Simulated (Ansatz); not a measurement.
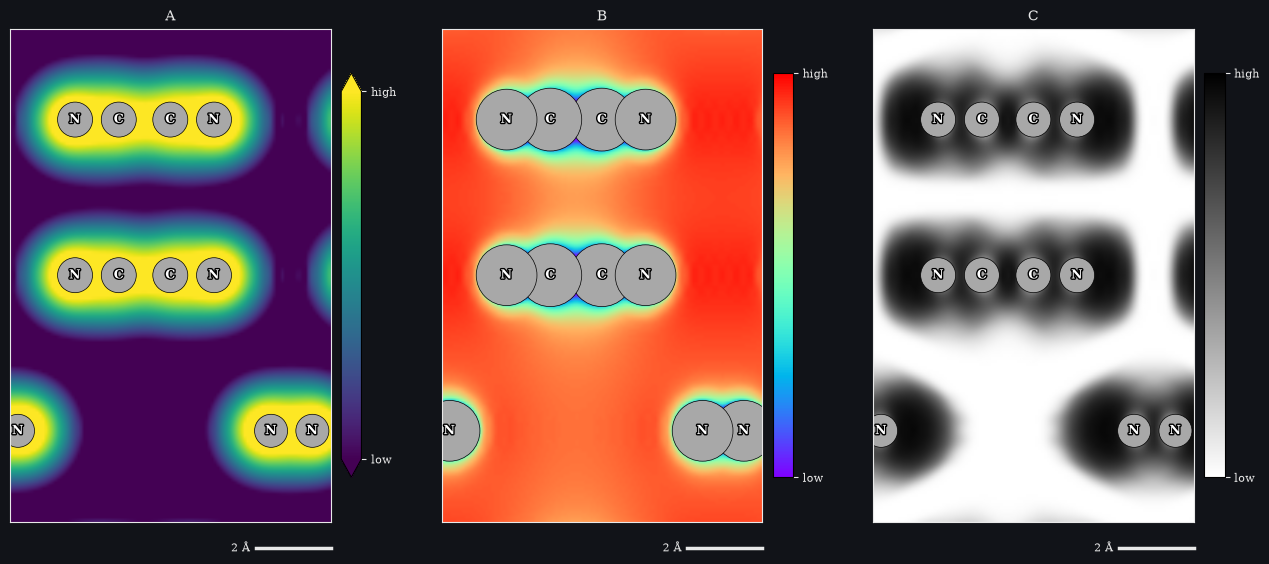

C2N3: 3 fields on the (110) plane of the conventional cell, with unlabelled colour scales. Grey discs cover the atomic cores.

Space group P6/mmm; a generated structure, not necessarily the stable one.

All numbers below come from DFT PBE, scalar-relativistic, plane waves, PAW (Ansatz).

```
C N
1.0
     7.19245    0.00000    0.00000
    -3.59623    6.22885    0.00000
     0.00000    0.00000    7.85514
C N
4 6
Direct
  0.33333 0.66667 0.08750
  0.33333 0.66667 0.91250
  0.66667 0.33333 0.08750
  0.66667 0.33333 0.91250
  0.00000 0.00000 0.57013
  0.00000 0.00000 0.42987
  0.33333 0.66667 0.23605
  0.33333 0.66667 0.76395
  0.66667 0.33333 0.23605
  0.66667 0.33333 0.76395
```

**Which field does each panel show? The fields are: electron localisation function, electrostatic potential energy of an electron and valence pseudo-density.**

Panel A: valence pseudo-density. Panel B: electrostatic potential energy of an electron (low next to the atoms, rising into the space between them). Panel C: electron localisation function.
